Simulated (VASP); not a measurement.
# GaN with LDA: from relaxation to properties, part 2 of 6

What structure and properties does LDA give GaN, and how near are they to the measured ones? The start is a cell from a database of measured crystal structures.

VASP 6.6.1, plane waves and PAW; the level of theory is named at each step.

So far, gap on the k-mesh (eV): step 2 (full relaxation (LDA)) 2.11. The relaxed cell has a = 3.157, c = 5.148 Å (conventional setting).

The database entry behind the starting cell differs from later determinations by our own check (about 0.3 % short, ideal inner coordinate), so it need not match the best structure at ambient conditions.

## 3. Second relaxation

Level of this step: LDA; plane waves and PAW (Ga_d, N) (VASP).

A relaxation keeps the plane waves of the cell it began with, so it is repeated from the new cell, on a basis made for it.

INCAR

```
SYSTEM = GaN
PREC = Accurate
ENCUT = 520
EDIFF = 1E-06
NELM = 100
ISMEAR = 0
SIGMA = 0.05
LREAL = .FALSE.
ALGO = Normal
GGA = CA
NBANDS = 24
LORBIT = 11
LWAVE = .FALSE.
LCHARG = .FALSE.
KPAR = 4
IBRION = 2
NSW = 60
ISIF = 3
EDIFFG = -0.01
```

POSCAR

```
GaN
1.0
    3.1572096375      0.0000000000      0.0000000000
   -1.5786048187      2.7342237511      0.0000000000
    0.0000000000      0.0000000000      5.1484463603
Ga N
2 2
Direct
    0.3333333333      0.6666666667      0.9993965707
    0.6666666667      0.3333333333      0.4993965707
    0.3333333333      0.6666666667      0.3756034293
    0.6666666667      0.3333333333      0.8756034293
```

KPOINTS

```
Automatic mesh
0
Gamma
10 10 5
0 0 0
```

PAW data sets: Ga_d and N (LDA family, release 64).

Started as:

```
> mpirun -np 4 vasp_std
```

What it wrote:

```text
[... set-up lines as in an earlier step ...]
 entering main loop
       N       E                     dE             d eps       ncg     rms          rms(c)
DAV:   1     0.272534346358E+03    0.27253E+03   -0.18258E+04  2120   0.284E+03
DAV:   2     0.805653259293E+00   -0.27173E+03   -0.26060E+03  2248   0.514E+02
DAV:   3    -0.311555040137E+02   -0.31961E+02   -0.31688E+02  2424   0.143E+02
DAV:   4    -0.320424876237E+02   -0.88698E+00   -0.88571E+00  2456   0.267E+01
DAV:   5    -0.320592640839E+02   -0.16776E-01   -0.16768E-01  2440   0.332E+00    0.108E+01
DAV:   6    -0.279334917865E+02    0.41258E+01   -0.12844E+01  3504   0.549E+01    0.315E+00
DAV:   7    -0.279713727680E+02   -0.37881E-01   -0.13900E+00  2248   0.899E+00    0.259E+00
DAV:   8    -0.279342557973E+02    0.37117E-01   -0.28896E-01  3424   0.627E+00    0.115E+00
DAV:   9    -0.279101869892E+02    0.24069E-01   -0.88864E-02  3400   0.472E+00    0.328E-01
DAV:  10    -0.279110358157E+02   -0.84883E-03   -0.56387E-03  2264   0.625E-01    0.141E-01
DAV:  11    -0.279107333515E+02    0.30246E-03   -0.15697E-03  3208   0.723E-01    0.445E-02
DAV:  12    -0.279107510940E+02   -0.17742E-04   -0.17130E-04  2160   0.854E-02    0.576E-02
DAV:  13    -0.279107594436E+02   -0.83496E-05   -0.55724E-06  2880   0.165E-02    0.685E-02
DAV:  14    -0.279107473003E+02    0.12143E-04   -0.64491E-06  2344   0.399E-02    0.505E-02
DAV:  15    -0.279107427481E+02    0.45523E-05   -0.26795E-06  1944   0.146E-02    0.415E-02
DAV:  16    -0.279107368856E+02    0.58625E-05   -0.68891E-06  2760   0.210E-02    0.227E-02
DAV:  17    -0.279107349153E+02    0.19704E-05   -0.27698E-06  2064   0.181E-02    0.120E-02
DAV:  18    -0.279107342367E+02    0.67852E-06   -0.24734E-06  1496   0.140E-02
   1 F= -.27910734E+02 E0= -.27910734E+02  d E =-.279107E+02
 curvature:   0.00 expect dE= 0.000E+00 dE for cont linesearch  0.000E+00
 trial: gam= 0.00000 g(F)=  0.187E-04 g(S)=  0.149E-05 ort = 0.000E+00 (trialstep = 0.100E+01)
 search vector abs. value=  0.202E-04
 reached required accuracy - stopping structural energy minimisation
```

Run time: 27 s. Hardware: 4 MPI ranks of AMD EPYC 7R43, shared host; peak memory 0.5 GiB; 92 s of CPU time.

Parts of OUTCAR (step 3):

```text
  LATTYP: Found a hexagonal cell.
 ALAT       =     3.1572096375
 C/A-ratio  =     1.6306951237

 Found     42 irreducible k-points:

   ENCUT  =  520.0 eV  38.22 Ry    6.18 a.u.   5.87  5.87  9.57*2*pi/ulx,y,z

   NELECT =      36.0000    total number of electrons

 E-fermi :   5.6676

 k-point     1 :       0.0000    0.0000    0.0000
  band No.  band energies     occupation
    ...
     14       4.3037      2.00000
     15       4.3037      2.00000
     16       5.3241      2.00000
     17       5.3812      2.00000
     18       5.3812      2.00000
     19       7.4881      0.00000
     20       9.7314      0.00000
     21      14.5634      0.00000
     22      15.2528      0.00000
     23      15.2528      0.00000
    ...

 k-point     2 :       0.1000    0.0000    0.0000
  band No.  band energies     occupation
    ...
     14       3.5664      2.00000
     15       4.0880      2.00000
     16       4.5701      2.00000
     17       5.2211      2.00000
     18       5.2877      2.00000
     19       8.2116      0.00000
     20      10.3329      0.00000
     21      14.2352      0.00000
     22      14.6323      0.00000
     23      15.5155      0.00000
    ...

  Total        0.0050336      0.0050336      0.0085204      0.0000000     -0.0000000      0.0000000
  in kB        0.1814573      0.1814573      0.3071554      0.0000000     -0.0000000      0.0000000
  external PRESSURE =       0.2233567 kB  Pullay stress =       0.0000000 kB

  energy-cutoff  :      520.00
  volume of cell :       44.44
      direct lattice vectors                 reciprocal lattice vectors
     3.157209637  0.000000000  0.000000000     0.316735382  0.182867258  0.000000000
    -1.578604819  2.734223751  0.000000000     0.000000000  0.365734516  0.000000000
     0.000000000  0.000000000  5.148446360     0.000000000  0.000000000  0.194233353

 POSITION                                       TOTAL-FORCE (eV/Angst)
 -----------------------------------------------------------------------------------
     -0.00000      1.82282      5.14534        -0.000000     -0.000000     -0.009855
      1.57860      0.91141      2.57112         0.000000      0.000000     -0.009855
     -0.00000      1.82282      1.93377         0.000000     -0.000000      0.009855
      1.57860      0.91141      4.50800         0.000000     -0.000000      0.009855
 -----------------------------------------------------------------------------------
    total drift:                               -0.000001     -0.000001      0.000610

  FREE ENERGIE OF THE ION-ELECTRON SYSTEM (eV)
  ---------------------------------------------------
  free  energy   TOTEN  =       -27.9107342367 eV

  energy  without entropy=      -27.9107342367  energy(sigma->0) =      -27.91073424

 total charge
# of ion       s       p       d       tot
------------------------------------------
    1        0.801   0.942  10.195  11.939
    2        0.801   0.942  10.195  11.939
    3        1.209   2.511   0.000   3.720
    4        1.209   2.511   0.000   3.720
--------------------------------------------------
tot          4.020   6.907  20.390  31.317

[... 5 parts as in an earlier step ...]

[... 7 further parts left out ...]
```

Little changed from the start: no atom moved by 0.005 Å and no cell edge by 0.1 %.

Numbers from this step:

* pressure: 0.02234 GPa
* SCF cycles over all ionic steps: 18

It ends with a largest force of 0.010 eV/Å and a pressure of 0.02 GPa. The volume moved by under 0.01 %: the run met its threshold at the first step.

## 4. Single point with fields (LDA)

A single point on the relaxed cell gives a clean self-consistent state, with density, ELF and potential written out.

Changes to INCAR since step 3:

```diff
@@ -13,7 +13,5 @@
 LWAVE = .FALSE.
-LCHARG = .FALSE.
-KPAR = 4
-IBRION = 2
-NSW = 60
-ISIF = 3
-EDIFFG = -0.01
+LCHARG = .TRUE.
+ISIF = 2
+LELF = .TRUE.
+LVHAR = .TRUE.
```

POSCAR is that of step 3.

KPOINTS is that of step 3.

Started as:

```
> mpirun -np 4 vasp_std
```

What it wrote:

```text
[banner, memory and clock lines left out]
running    4 mpi-ranks, on    1 nodes
 distrk:  each k-point on    4 cores,    1 groups
 distr:  one band on    1 cores,    4 groups

 POSCAR found type information on POSCAR GaN
 POSCAR found :  2 types and       4 ions
 LDA part: xc-table for (Slater(with rela. corr.)+CA(PZ))
 , standard interpolation
 POSCAR, INCAR and KPOINTS ok, starting setup
 FFT: planning ... GRIDC
 FFT: planning ... GRID_SOFT
 FFT: planning ... GRID
 WAVECAR not read
 entering main loop
       N       E                     dE             d eps       ncg     rms          rms(c)
DAV:   1     0.272534346353E+03    0.27253E+03   -0.18258E+04  2120   0.284E+03
DAV:   2     0.805653259213E+00   -0.27173E+03   -0.26060E+03  2248   0.514E+02
DAV:   3    -0.311555040138E+02   -0.31961E+02   -0.31688E+02  2424   0.143E+02
DAV:   4    -0.320424876239E+02   -0.88698E+00   -0.88571E+00  2456   0.267E+01
DAV:   5    -0.320592640840E+02   -0.16776E-01   -0.16768E-01  2440   0.332E+00    0.108E+01
DAV:   6    -0.279334917824E+02    0.41258E+01   -0.12844E+01  3504   0.549E+01    0.315E+00
DAV:   7    -0.279713727704E+02   -0.37881E-01   -0.13900E+00  2248   0.899E+00    0.259E+00
DAV:   8    -0.279342557976E+02    0.37117E-01   -0.28896E-01  3424   0.627E+00    0.115E+00
DAV:   9    -0.279101869893E+02    0.24069E-01   -0.88864E-02  3400   0.472E+00    0.328E-01
DAV:  10    -0.279110358159E+02   -0.84883E-03   -0.56387E-03  2264   0.625E-01    0.141E-01
[... 1 cycle as in an earlier step ...]
DAV:  12    -0.279107510942E+02   -0.17743E-04   -0.17130E-04  2160   0.854E-02    0.576E-02
DAV:  13    -0.279107594437E+02   -0.83495E-05   -0.55724E-06  2880   0.165E-02    0.685E-02
DAV:  14    -0.279107473006E+02    0.12143E-04   -0.64491E-06  2344   0.399E-02    0.505E-02
DAV:  15    -0.279107427482E+02    0.45523E-05   -0.26795E-06  1944   0.146E-02    0.415E-02
DAV:  16    -0.279107368857E+02    0.58626E-05   -0.68893E-06  2760   0.210E-02    0.227E-02
DAV:  17    -0.279107349154E+02    0.19703E-05   -0.27698E-06  2064   0.181E-02    0.120E-02
DAV:  18    -0.279107342369E+02    0.67853E-06   -0.24734E-06  1496   0.140E-02
   1 F= -.27910734E+02 E0= -.27910734E+02  d E =-.625096E-18
```

It took 30 s on 4 MPI ranks; peak memory 0.35 GiB.

From OUTCAR (step 4):

```text
 Found     42 irreducible k-points:

   NELECT =      36.0000    total number of electrons

 E-fermi :   5.6676

  Total        0.0050336      0.0050336      0.0085204      0.0000000      0.0000000     -0.0000000
  in kB        0.1814577      0.1814577      0.3071546      0.0000000      0.0000000     -0.0000000
  external PRESSURE =       0.2233567 kB  Pullay stress =       0.0000000 kB

 POSITION                                       TOTAL-FORCE (eV/Angst)
 -----------------------------------------------------------------------------------
     -0.00000      1.82282      5.14534        -0.000000      0.000000     -0.009855
      1.57860      0.91141      2.57112         0.000000     -0.000000     -0.009855
     -0.00000      1.82282      1.93377         0.000000      0.000000      0.009855
      1.57860      0.91141      4.50800        -0.000000     -0.000000      0.009855
 -----------------------------------------------------------------------------------
    total drift:                               -0.000001     -0.000001      0.000610

  FREE ENERGIE OF THE ION-ELECTRON SYSTEM (eV)
  ---------------------------------------------------
  free  energy   TOTEN  =       -27.9107342369 eV

  energy  without entropy=      -27.9107342369  energy(sigma->0) =      -27.91073424

[... 17 parts as in an earlier step ...]
```

This step gave:

| Quantity | Value |
| --- | --- |
| SCF cycles | 18 |

Valence electrons inside each PAW sphere by angular momentum. Sphere charges, by row:

```
atom  s (e)  p (e)  d (e)  tot (e)
 Ga1  0.801  0.942   10.2    11.94
 Ga2  0.801  0.942   10.2    11.94
  N3  1.209  2.511      0     3.72
  N4  1.209  2.511      0     3.72
```

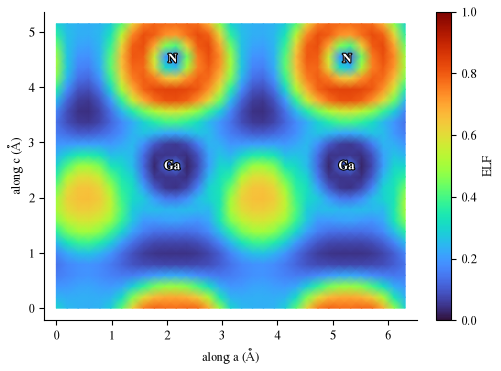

ELF in the ac plane at fractional y = 0.333, with atoms of Ga and N within 0.2 Å of it. It is the smooth field of the valence electrons, not physical close to the nuclei.

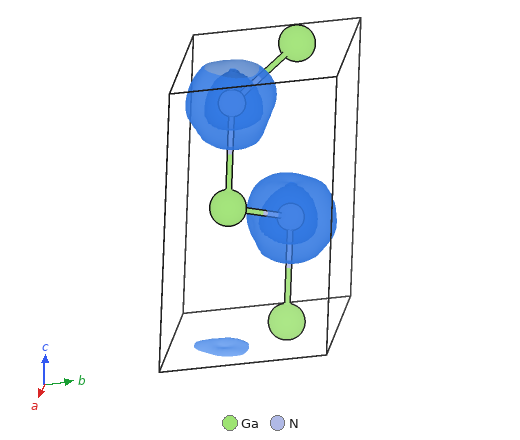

Surface of ELF = 0.77.

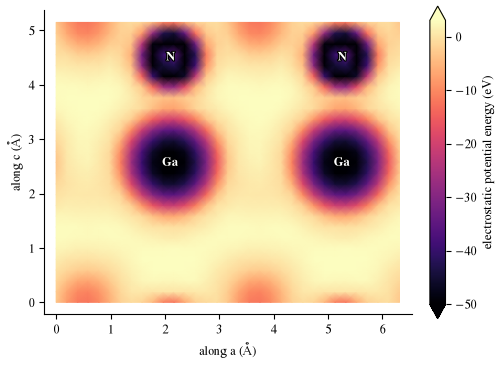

Electrostatic potential energy in the ac plane at fractional y = 0.333, with atoms of Ga and N within 0.2 Å of it. With pseudopotentials it is smooth inside the atoms' cores, unlike the true potential.

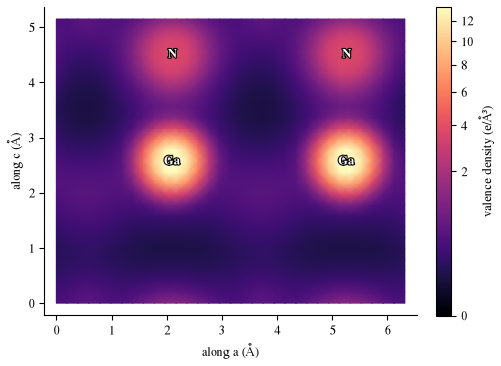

Valence density in the ac plane at fractional y = 0.333, with atoms of Ga and N within 0.2 Å of it. It is the smooth field of the valence electrons, not physical close to the nuclei. The colour scale is stretched toward low values.

In this run the pressure is 0.02 GPa, small enough to go on.

## 5. Bands along the symmetry lines (LDA)

The mesh alone shows little of the dispersion and can miss band extrema, so KPOINTS_OPT adds a path through the symmetry points after the self-consistent cycle.

INCAR

```
SYSTEM = GaN
PREC = Accurate
ENCUT = 520
EDIFF = 1E-06
NELM = 100
ISMEAR = 0
SIGMA = 0.05
LREAL = .FALSE.
ALGO = Normal
GGA = CA
NBANDS = 32
LORBIT = 11
LWAVE = .FALSE.
LCHARG = .FALSE.
KPAR = 4
```

POSCAR is that of step 4.

KPOINTS is that of step 4.

KPOINTS_OPT

```
Line mode
16
Line-mode
Reciprocal
  0.00000000   0.00000000   0.00000000 GAMMA
  0.50000000   0.00000000   0.00000000 M

  0.50000000   0.00000000   0.00000000 M
  0.33333333   0.33333333   0.00000000 K

  0.33333333   0.33333333   0.00000000 K
  0.00000000   0.00000000   0.00000000 GAMMA

  0.00000000   0.00000000   0.00000000 GAMMA
  0.00000000   0.00000000   0.50000000 A

  0.00000000   0.00000000   0.50000000 A
  0.50000000   0.00000000   0.50000000 L

  0.50000000   0.00000000   0.50000000 L
  0.33333333   0.33333333   0.50000000 H

  0.33333333   0.33333333   0.50000000 H
  0.00000000   0.00000000   0.50000000 A

  0.50000000   0.00000000   0.50000000 L
  0.50000000   0.00000000   0.00000000 M

  0.33333333   0.33333333   0.00000000 K
  0.33333333   0.33333333   0.50000000 H
```

Started as:

```
> mpirun -np 4 vasp_std
```

What it wrote:

```text
[... set-up lines as in an earlier step ...]
 entering main loop
       N       E                     dE             d eps       ncg     rms          rms(c)
DAV:   1     0.291755566071E+03    0.29176E+03   -0.16268E+04  3312   0.211E+03
DAV:   2     0.857410017221E+01   -0.28318E+03   -0.25906E+03  2712   0.488E+02
DAV:   3    -0.308875601138E+02   -0.39462E+02   -0.38810E+02  3136   0.127E+02
DAV:   4    -0.320422304107E+02   -0.11547E+01   -0.11534E+01  3056   0.240E+01
DAV:   5    -0.320595413014E+02   -0.17311E-01   -0.17310E-01  3352   0.299E+00    0.108E+01
DAV:   6    -0.279681332514E+02    0.40914E+01   -0.70256E+00  4464   0.412E+01    0.327E+00
DAV:   7    -0.279712215163E+02   -0.30883E-02   -0.10112E+00  2944   0.684E+00    0.255E+00
DAV:   8    -0.279322253614E+02    0.38996E-01   -0.20240E-01  4016   0.349E+00    0.149E+00
DAV:   9    -0.279103146086E+02    0.21911E-01   -0.41403E-02  4136   0.275E+00    0.427E-01
DAV:  10    -0.279110240688E+02   -0.70946E-03   -0.52441E-03  3312   0.491E-01    0.232E-01
DAV:  11    -0.279107360053E+02    0.28806E-03   -0.95326E-04  4344   0.549E-01    0.998E-02
DAV:  12    -0.279107486548E+02   -0.12650E-04   -0.14736E-04  2976   0.639E-02    0.109E-01
DAV:  13    -0.279107827369E+02   -0.34082E-04   -0.17988E-05  3400   0.419E-02    0.161E-01
DAV:  14    -0.279110087909E+02   -0.22605E-03   -0.20899E-04  3640   0.110E-01    0.354E-01
DAV:  15    -0.279108730248E+02    0.13577E-03   -0.50361E-05  3376   0.605E-02    0.261E-01
DAV:  16    -0.279107412955E+02    0.13173E-03   -0.18532E-04  3472   0.964E-02    0.678E-02
DAV:  17    -0.279107341959E+02    0.70996E-05   -0.40419E-05  3840   0.363E-02    0.642E-03
DAV:  18    -0.279107345123E+02   -0.31647E-06   -0.87699E-07  2016   0.530E-03
   1 F= -.27910735E+02 E0= -.27910735E+02  d E =-.100992E-14
 Start KPOINTS_OPT (optional k-point list driver)
k-point batch [1-42\144]
       N       E                     dE             ncg
DAV:   1     0.643816624998E+04   -0.40629E+05     3280
DAV:   2    -0.543857891948E+04   -0.11877E+05     2704
DAV:   3    -0.706735617167E+04   -0.16288E+04     3216
DAV:   4    -0.711494331237E+04   -0.47587E+02     2976
DAV:   5    -0.711558089279E+04   -0.63758E+00     3392
DAV:   6    -0.711560478477E+04   -0.23892E-01     3520
DAV:   7    -0.711560551795E+04   -0.73318E-03     3656
DAV:   8    -0.711560552646E+04   -0.85122E-05     2488
DAV:   9    -0.711560552708E+04   -0.61744E-06     2208
[...]
k-point batch [127-144\144]
       N       E                     dE             ncg
DAV:   1     0.298605487094E+05   -0.24890E+05     1424
DAV:   2     0.248344752405E+05   -0.50261E+04     1160
DAV:   3     0.241342750853E+05   -0.70020E+03     1336
DAV:   4     0.241136553455E+05   -0.20620E+02     1360
DAV:   5     0.241133883296E+05   -0.26702E+00     1384
DAV:   6     0.241133789656E+05   -0.93639E-02     1600
DAV:   7     0.241133787017E+05   -0.26388E-03     1504
DAV:   8     0.241133787005E+05   -0.12501E-05     1112
DAV:   9     0.241133787004E+05   -0.11328E-06      864
```

Run time: 82 s. Hardware: 4 MPI ranks; peak memory 0.65 GiB.

Parts of OUTCAR (step 5):

```text
   k-points           NKPTS =     42   k-points in BZ     NKDIM =     42   number of bands    NBANDS=     32

   NELECT =      36.0000    total number of electrons

 E-fermi :   5.6329

 k-point     1 :       0.0000    0.0000    0.0000
  band No.  band energies     occupation
    ...
     14       4.3033      2.00000
     15       4.3033      2.00000
     16       5.3236      2.00000
     17       5.3807      2.00000
     18       5.3807      2.00000
     19       7.4879      0.00000
     20       9.7314      0.00000
     21      14.5629      0.00000
     22      15.2529      0.00000
     23      15.2529      0.00000
    ...

  Total        0.0043853      0.0043853      0.0077625      0.0000000      0.0000000      0.0000000
  in kB        0.1580868      0.1580868      0.2798321      0.0000000      0.0000000      0.0000000
  external PRESSURE =       0.1986686 kB  Pullay stress =       0.0000000 kB

 POSITION                                       TOTAL-FORCE (eV/Angst)
 -----------------------------------------------------------------------------------
     -0.00000      1.82282      5.14534         0.000000     -0.000000     -0.009884
      1.57860      0.91141      2.57112        -0.000000     -0.000000     -0.009884
     -0.00000      1.82282      1.93377        -0.000000      0.000000      0.009884
      1.57860      0.91141      4.50800         0.000000      0.000000      0.009884
 -----------------------------------------------------------------------------------
    total drift:                               -0.000001     -0.000001      0.000642

  FREE ENERGIE OF THE ION-ELECTRON SYSTEM (eV)
  ---------------------------------------------------
  free  energy   TOTEN  =       -27.9107345123 eV

  energy  without entropy=      -27.9107345123  energy(sigma->0) =      -27.91073451

[... 9 parts as in an earlier step ...]

[... 7 further parts left out ...]
```

Spin-orbit coupling is off here; it would split degenerate levels.

This step gave:

* bands: 32
* Fermi energy: 5.633 eV
* pressure: 0.01987 GPa
* least gap on mesh and path: 2.107 eV
* least direct gap on mesh and path: 2.107 eV

Electronic bands along the path, in eV, zero at the valence-band top; v1 is the highest filled band, c1 the lowest empty one:

```
    point     v4     v3     v2     v1    c1    c2    c3    c4
        Γ  -1.08  -0.06   0.00   0.00  2.11  4.35  9.18  9.87
        M  -4.39  -2.86  -2.33  -1.04  4.99  5.63  5.97  8.67
        K  -5.49  -3.12  -3.12  -2.85  4.97  7.91  7.91  8.38
        Γ  -1.08  -0.06   0.00   0.00  2.11  4.35  9.18  9.87
        A  -0.55  -0.55  -0.55  -0.55  4.37  4.37  8.44  8.44
        L  -2.03  -2.03  -1.98  -1.98  4.37  4.37  7.78  7.78
        H  -4.39  -4.39  -1.56  -1.56  6.46  6.46  7.23  7.23
        A  -0.55  -0.55  -0.55  -0.55  4.37  4.37  8.44  8.44
jump to L  -2.03  -2.03  -1.98  -1.98  4.37  4.37  7.78  7.78
        M  -4.39  -2.86  -2.33  -1.04  4.99  5.63  5.97  8.67
jump to K  -5.49  -3.12  -3.12  -2.85  4.97  7.91  7.91  8.38
        H  -4.39  -4.39  -1.56  -1.56  6.46  6.46  7.23  7.23
```

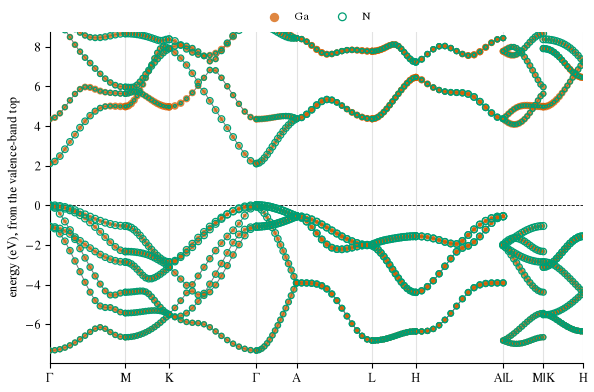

Electronic bands along the path; dots are coloured as in the legend, and their area grows with the weight.

The path finds the gap of the mesh within 0.02 eV, so the mesh comes close to both band edges.

(Continued in part 3 of 6.)

[Lines on the potential files, build, host, timing and source positions are cut from VASP's logs without a mark.]

[Logs are printed without paths, hosts, clocks, repeated set-up lines and the standing remarks that a program may print on its own settings, such as how far it seeks lower states.]

[Hosts, paths, dates, database ids (printed as entryN), source tags and the programs' standing remarks are cut or masked in the printed files.]

[A measured line is paired with the nearest computed mode of its activity, which favours agreement.]
